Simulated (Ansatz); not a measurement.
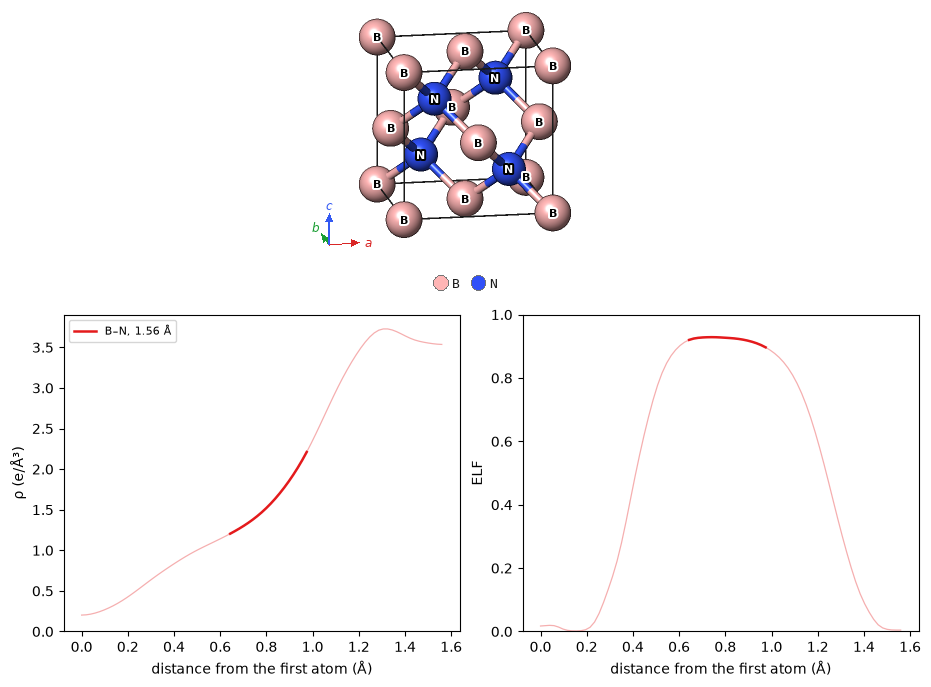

The picture shows: BN. Valence charge density (pseudo) and electron localisation function along straight lines between neighbouring atoms. Thin, pale parts lie inside the atomic spheres. The structure is drawn too.

Space group Imm2; a structure from a database of computed crystals, not necessarily the ambient phase; changed on purpose from its base cell (strain +0.0075 x Voigt [0, 0, 0, 0, 0, 1], atoms carried along).

Level of theory: DFT r2SCAN, scalar-relativistic, plane waves, PAW (Ansatz).

In a PAW calculation such maps are meaningful between the atoms, not at the nuclei.

Input

```
crystal:
  lattice:
    - [0.0067680516, 1.8048137558, 1.8048137558]
    - [1.8048137558, 0.0067680516, 1.8048137558]
    - [1.8115818074, 1.8115818074, 0.0]
  atoms:
    - { symbol: B, position: [0.0, 0.0, 0.0] }
    - { symbol: "N", position: [0.75, 0.75, 0.75] }
basis:
  ecutwfc: 500
kpoints:
  mp_grid: { grid: [12, 12, 12] }
hamiltonian:
  xc: r2scan
scf:
  occupations: { method: gaussian, width: 0.05 }
output:
  forces: true
  stress: true
  eigenvalues: true
  write_density: true
  write_potential: true
  elf: true
  volumetric_format: npy
```

Command:

```sh
ansatz run input.yaml --threads 1 --pin off --max-ram 2560MiB --backend cpu --events-out ev --progress --plain --runs-dir out
```

Below, planes, directions and counts refer to the standardised cell (a = 3.61 Å, b = 3.61 Å, c = 3.61 Å, α = 90.00°, β = 90.00°, γ = 89.57°).

Question: What kind of bonding do the profiles show?

Answer: B–N (1.56 Å): the density is about 1.5 e/Å³ at the midpoint; the ELF peaks at about 0.95 between the atoms (a shared but strongly polarised pair).
